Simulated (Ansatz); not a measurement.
# Wannier-function calculation, with input and output: PbS (part 2 of 2)

PbS (P6₃mc, 4 atoms in the cell); maximally localised Wannier functions of HSE06 bands, plane waves, PAW, no spin polarisation (Ansatz 0.2.0); cutoff 420 eV, 6×6×4 k-mesh, fixed occupations. The structure was built on a prototype by a generator. The geometry comes from this level: r2SCAN. It belongs to a series of runs on one base structure; here: anion s p.

Geometry of the input (Å; fractional positions):
```
4.9970  0.0000  0.0000
-2.4985  4.3276  0.0000
0.0000  0.0000  5.9977
Pb 0.3333  0.6667  -0.0641
Pb 0.6667  0.3333  0.4359
S  0.3333  0.6667  0.4391
S  0.6667  0.3333  0.9391
```

**Output, continued**
```
  k-point 1: bands = ["-13.0015", "-12.9272", "-12.9272", "-12.9225", "-12.9225", "-12.9056", "-12.8895", "-12.8895", "-12.8604", "-12.8604", "-8.7561", "-7.6672", "-2.1632", "-1.3108", "1.7251", "2.2462", "2.2462", "3.1217", "3.1217", "4.1744", "8.1001", "8.1001", "9.0970", "9.0970", "9.4907", "10.6990"]
  k-point 2: bands = ["-12.9454", "-12.9454", "-12.9294", "-12.9294", "-12.9294", "-12.9294", "-12.8707", "-12.8707", "-12.8707", "-12.8707", "-8.2694", "-8.2694", "-2.0213", "-2.0213", "2.6831", "2.6831", "2.6831", "2.6831", "4.0350", "4.0350", "8.4073", "8.4073", "8.4073", "8.4073", "8.6802", "8.6802"]
  k-point 20: bands = ["-12.9409", "-12.9409", "-12.9258", "-12.9258", "-12.9072", "-12.9072", "-12.8805", "-12.8805", "-12.8803", "-12.8803", "-7.7637", "-7.7637", "-3.6019", "-3.6019", "1.5181", "1.5181", "3.7984", "3.7984", "5.5187", "5.5187", "7.4805", "7.4805", "8.9231", "8.9231", "10.2684", "10.2684"]
Wannier search: line search 1 of at most 3000: gauge-dependent spread (as the search counts it) 3.4881467 Å², largest recent change 4.0e-1 Å² and fall left 1.1e-2 Å² against conv_tol 1.0e-8 Å², 0 stops escaped
```

**File bands.tsv**
```
# k_distance	band_0	band_1	band_2	band_3	band_4	band_5	band_6	band_7	band_8	band_9	band_10	band_11	band_12	band_13	band_14	band_15	band_16	band_17	band_18	band_19	band_20	band_21	band_22	band_23	band_24	band_25
# fermi_ev = 5.518668
# lock_threshold_ev = 1e-6
# [0, 0, 0] at k_distance = 0.000000
# [0.5, 0, 0] at k_distance = 0.725951
# [0.3333333333, 0.3333333333, 0] at k_distance = 1.145079
# [0, 0, 0.5] at k_distance = 2.133532
# [0.5, 0, 0.5] at k_distance = 2.859483
# [0.3333333333, 0.3333333333, 0.5] at k_distance = 3.278611
# levels_relative_to = fermi_ev
# free_energy_ev = -25627.003490
# largest_residual_norms_ev = 1.561e-4 1.670e-4 1.515e-4 1.572e-4 2.717e-4 3.102e-4 2.469e-4 2.215e-4 2.359e-4 2.638e-4 2.284e-4 2.501e-4 6.232e-4 6.070e-4 7.017e-4 6.584e-4 6.137e-4 5.841e-4 6.918e-4 1.056e-3 1.099e-3 1.161e-3 1.169e-3 1.704e-3 1.579e-3 1.368e-3
0.000000	-18.547449	-18.436396	-18.436396	-18.435744	-18.435744	-18.424927	-18.424927	-18.413250	-18.376536	-18.376536	-14.448132	-12.896500	-7.409641	-6.272162	-5.099826	-3.448766	-3.448766	-2.229294	-2.222906	-2.222906	2.584959	2.584959	4.023733	4.023733	5.593547	6.240089
0.725951	-18.531837	-18.481074	-18.432591	-18.427292	-18.420138	-18.414458	-18.412213	-18.409476	-18.390244	-18.370641	-13.666442	-13.085751	-8.563930	-8.060522	-4.196590	-4.168673	-3.273297	-2.625375	-2.260884	-0.820199	3.620647	3.701181	4.846546	5.202298	5.954917	5.998868
1.145079	-18.507635	-18.507635	-18.437271	-18.430855	-18.411776	-18.407518	-18.407518	-18.404691	-18.404691	-18.368243	-13.338605	-13.338605	-8.416344	-8.416344	-4.787744	-3.739446	-3.739446	-3.023367	-0.657401	-0.657401	3.441981	3.441981	4.670532	4.959837	5.640974	5.640974
2.133532	-18.464090	-18.464090	-18.448018	-18.448018	-18.448018	-18.448018	-18.389389	-18.389389	-18.389389	-18.389389	-13.788106	-13.788106	-7.539933	-7.539933	-2.835605	-2.835605	-2.835605	-2.835605	-1.483690	-1.483690	2.888608	2.888608	2.888608	2.888608	3.161579	3.161579
2.859483	-18.466521	-18.466521	-18.439497	-18.439497	-18.429052	-18.429052	-18.399824	-18.399824	-18.394270	-18.394270	-13.347361	-13.347361	-8.992227	-8.992227	-3.454373	-3.454373	-2.166319	-2.166319	-0.693608	-0.693608	2.144534	2.144534	3.701092	3.701092	5.095670	5.095670
3.278611	-18.459586	-18.459586	-18.444502	-18.444502	-18.425859	-18.425859	-18.399183	-18.399183	-18.398954	-18.398954	-13.282345	-13.282345	-9.120557	-9.120557	-4.000545	-4.000545	-1.720312	-1.720312	0.000000	0.000000	1.961835	1.961835	3.404442	3.404442	4.749750	4.749750
```

**File rho_z.tsv**
```
# z_ang	rho[e/angstrom^3]
# format = ansatz-planar-average/11
# lattice	4.997030023	0.000000000	0.000000000
# lattice	-2.498515011	4.327554943	0.000000000
# lattice	0.000000000	0.000000000	5.997696964
# sites	4
# site	82	-0.000000000	2.885036629	-0.384346190
# site	82	2.498515011	1.442518314	2.614502292
# site	16	-0.000000000	2.885036629	2.633482552
# site	16	2.498515011	1.442518314	5.632331034
0.000000	5.173816e-1
0.133282	4.104519e-1
0.266564	3.078153e-1
0.399846	2.215502e-1
0.533129	1.570987e-1
0.666411	1.128826e-1
0.799693	8.437149e-2
0.932975	6.768202e-2
1.066257	6.016149e-2
1.199539	6.052384e-2
1.332822	6.890058e-2
1.466104	8.687383e-2
1.599386	1.174095e-1
1.732668	1.649382e-1
1.865950	2.343062e-1
1.999232	3.262298e-1
2.132514	4.334475e-1
2.265797	5.418005e-1
2.399079	6.334670e-1
2.532361	6.894885e-1
2.665643	6.956321e-1
2.798925	6.507898e-1
2.932207	5.676423e-1
3.065490	4.643032e-1
3.198772	3.577236e-1
3.332054	2.621101e-1
3.465336	1.865653e-1
3.598618	1.327351e-1
3.731900	9.693745e-2
3.865182	7.474314e-2
3.998465	6.289080e-2
4.131747	5.938125e-2
4.265029	6.364675e-2
4.398311	7.653249e-2
4.531593	1.003324e-1
4.664875	1.387178e-1
4.798158	1.966847e-1
4.931440	2.777040e-1
5.064722	3.786916e-1
5.198004	4.885391e-1
5.331286	5.909166e-1
5.464568	6.670425e-1
5.597850	6.992406e-1
5.731133	6.790383e-1
5.864415	6.128875e-1
```

**File wannier.spreads.toml**
```
omega_i_ang2 = 23.123866586386043
omega_d_ang2 = 0.07163750412184763
omega_od_ang2 = 1.6396583081363287
omega_total_ang2 = 24.83516239864422
least_projectability = 0.4575500083304767
b_vectors_match_mmn = true
n_iter = 34
converged = true
rejected_fitted_steps = 1

[[wannier]]
r = [-0.5426186318462404, 2.571755623725481, 2.547660033704128]
spread = 2.925068100884605

[[wannier]]
r = [0.000000007526126821389436, 3.5115986414036424, 2.547660004189141]
spread = 2.9250681101186373

[[wannier]]
r = [1.9558963870204868, 1.7557993228035649, 5.546508500510522]
spread = 2.9250681123234727

[[wannier]]
r = [2.498515011236402, 0.8159562980376269, 5.54650849769387]
spread = 2.925068112957085

[[wannier]]
r = [0.5426186223367004, 2.5717556113916595, 2.547660026745002]
spread = 2.9250681185459086

[[wannier]]
r = [3.041133635977366, 1.7557993231878042, 5.546508500325443]
spread = 2.9250681245277477

[[wannier]]
r = [2.4985150119086508, 1.4425183131395554, 5.946830260276512]
spread = 3.6423768503800673

[[wannier]]
r = [0.0000000022616627846381636, 2.88503663851826, 2.947981768817137]
spread = 3.6423768689061475

[[curvature_check]]
after_line_search = 18
omega_tilde_before_ang2 = 2.4864794495339986
krylov_steps = 33
lowest_ritz_value_ang2 = -1.3517827417535253
residual_ang2 = 4.1623970164389085e-18
settled = true
first_negative_step = 3
curvature_along_ang2 = -1.3516772092489067
angle_rad = 0.7708395331311173
omega_tilde_after_ang2 = 2.0324496792229088
outcome = "escaped"

[[curvature_check]]
after_line_search = 34
omega_tilde_before_ang2 = 1.7112958122581763
krylov_steps = 24
lowest_ritz_value_ang2 = 0.4613406013123236
residual_ang2 = 1.273480526136316e-9
settled = true
outcome = "no-negative-curvature"
```

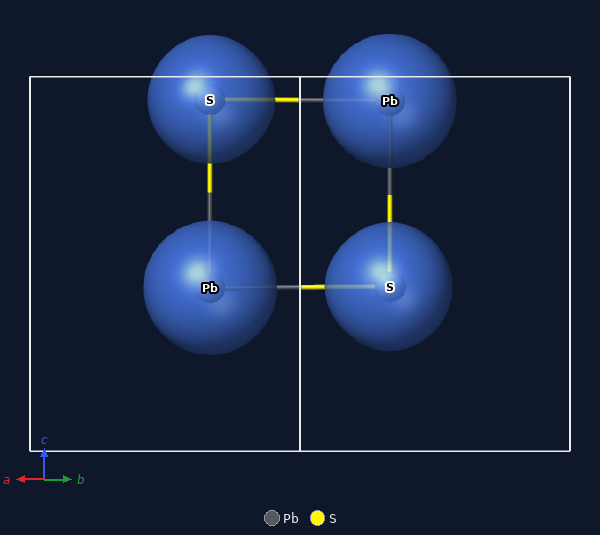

Fig. 1: Isosurface of the valence pseudo-density at 0.5 e/Å³ (blue), seen along [110]. Sticks mark near contacts. The outline is the cell set on symmetry axes. At this value the density breaks into separate islands; it holds about 70 % of the electrons treated as valence (semicore included). It is pinched off along the Pb–S (2.89 Å) and Pb–S (2.98 Å) contacts. On the grid the lowest density along these lines, outside the cores, is 0.26 e/Å³ (Pb–S, 2.89 Å) and 0.22 e/Å³ (Pb–S, 2.98 Å). In a PAW calculation such maps are meaningful between the atoms, not at the nuclei.

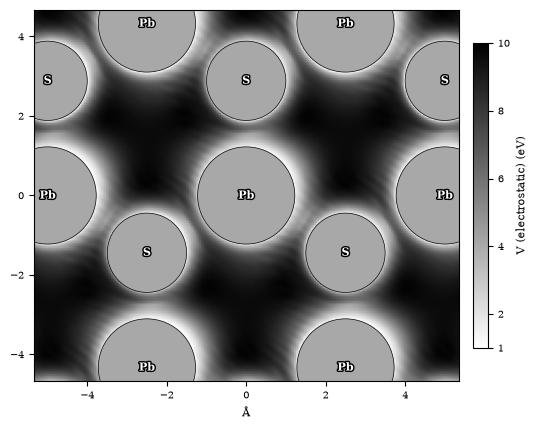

Fig. 2: Electrostatic potential energy of an electron on the (001) plane of the conventional cell. Grey discs, where drawn, cover atomic cores. The plane passes through Pb and S nuclei. Outside the cores the potential energy rises away from the atoms and is highest about 1.8 Å from the nearest atoms; outside the discs it spans about 9 eV, and its zero is arbitrary.

**Key numbers**

- outcome: converged
- space group (tolerance 0.01 Å): P6₃mc (186)
- electrons treated: 40
- free energy: −25627.0035 eV
- total spread of the Wannier functions: 24.835 Å²
- Fermi energy: 5.519 eV
- gap on the k-point mesh: 1.96 eV
- wall time: 3.7 min (CPU time 14 min)
- peak memory: 3.3 GiB

**Notes**

Spin–orbit coupling is left out, which matters for Pb.
